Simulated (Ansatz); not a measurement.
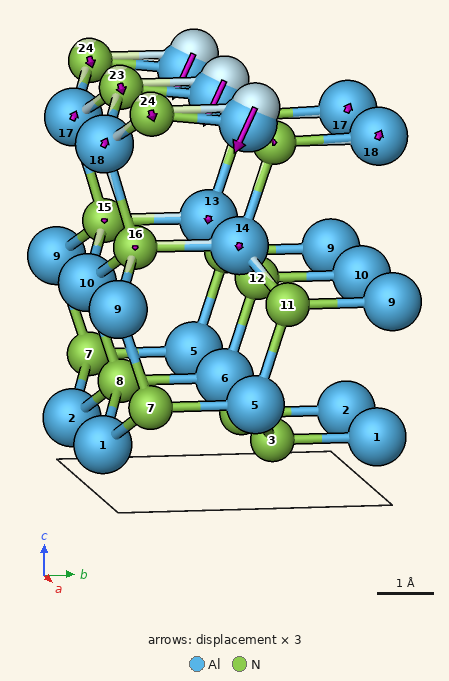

This is a constrained relaxation of a slab of composition AlN (cut from the P6_3mc phase). The starting structure is drawn faded, the final one solid; purple arrows show the displacements, 3 times their true length.

The picture is a ball-and-stick view of the cell of the calculation, outlined in the plane, without the vacuum (origin shifted), seen slightly off an axis.

Case: clean slab, lower planes held. The slab is the (1 0 0) face of AlN. 12 atoms are held fixed.

The calculation used DFT PBE, scalar-relativistic, plane waves, PAW (Ansatz 0.2.0). (plane-wave cutoff 420 eV; k-point mesh 3 × 3 × 1; occupations gaussian; smearing width 0.05 eV; no spin polarisation; dipole correction; atoms relaxed in a fixed cell; force threshold 0.03 eV/Å; at most 70 steps)

Q: What happened in the run?

A: After 5 geometry steps the energy has fallen by 1.071 eV per cell of the calculation. Largest force component: 1.9 eV/Å at the start, 0.0055 eV/Å at the end. The largest moves, 0.31 Å, are those of Al atoms. Largest moves by element: Al 0.31 Å, N 0.08 Å. The lattice vectors keep their values. Some distances before and after: Al–N 1.915 → 1.773 Å, Al–N 1.902 → 1.984 Å, Al–N 1.902 → 1.840 Å, Al–N 1.902 → 1.881 Å. Bond angles that change, for instance: Al–N–Al 110.7° → 100.7°, N–Al–N 108.2° → 116.5°, Al–N–Al 110.7° → 116.6°. Cost: 93 s on 2 threads of Arm Neoverse V1, with other jobs on the host, peak memory 0.91 GiB.
